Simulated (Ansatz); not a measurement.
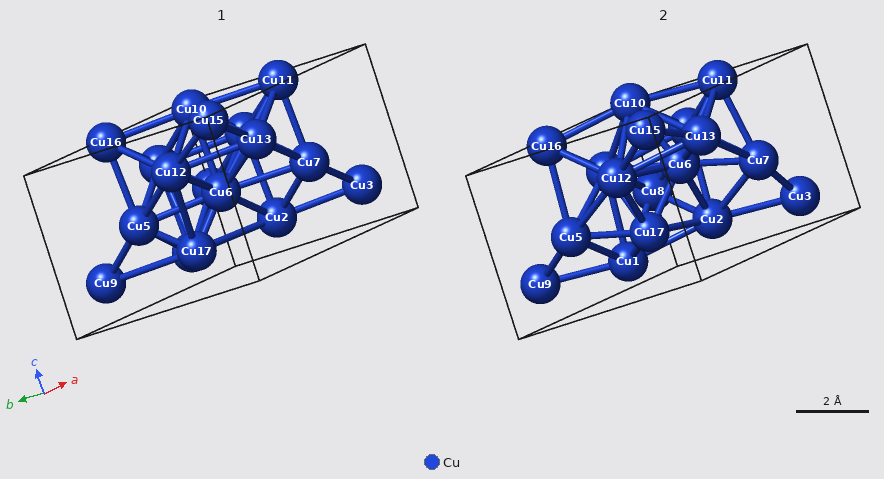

Two geometries of a defect cell of composition Cu, drawn at one scale. One is the start of a relaxation, the other its converged end. Style: ball-and-stick. Shown: the cell of the calculation (origin shifted), from a free direction.

Method: DFT PBE, scalar-relativistic, plane waves, PAW (Ansatz 0.2.0). Settings: plane-wave cutoff 420 eV; k-point mesh 5 × 5 × 5; occupations gaussian; smearing width 0.1 eV; no spin polarisation; atoms relaxed in a fixed cell; force threshold 0.025 eV/Å; at most 45 steps.

**Which one is relaxed?**

Structure 2 is the relaxed one. Case: Cu interstitial, charge +0, atoms relaxed at the host's cell. The atom that moves furthest is a Cu atom (0.92 Å along [3 −1 3]). The cell doesn't change. Among the contacts that change: Cu–Cu 2.490 → 3.676 Å, Cu–Cu 2.559 → 3.677 Å, Cu–Cu 2.637 → 3.675 Å, Cu–Cu 3.520 → 2.571 Å. Bonds break: Cu–Cu (1.97 → 2.60 Å), Cu–Cu (2.49 → 3.68 Å), Cu–Cu (2.56 → 3.68 Å), Cu–Cu (2.64 → 3.67 Å). The energy falls by 9.366 eV per cell of the calculation in 6 geometry steps. The largest force component goes from 16 to 0.014 eV/Å.

Limits of the set-up: the periodic images lie only 6.3 Å apart, so the values are limited by the cell's size.
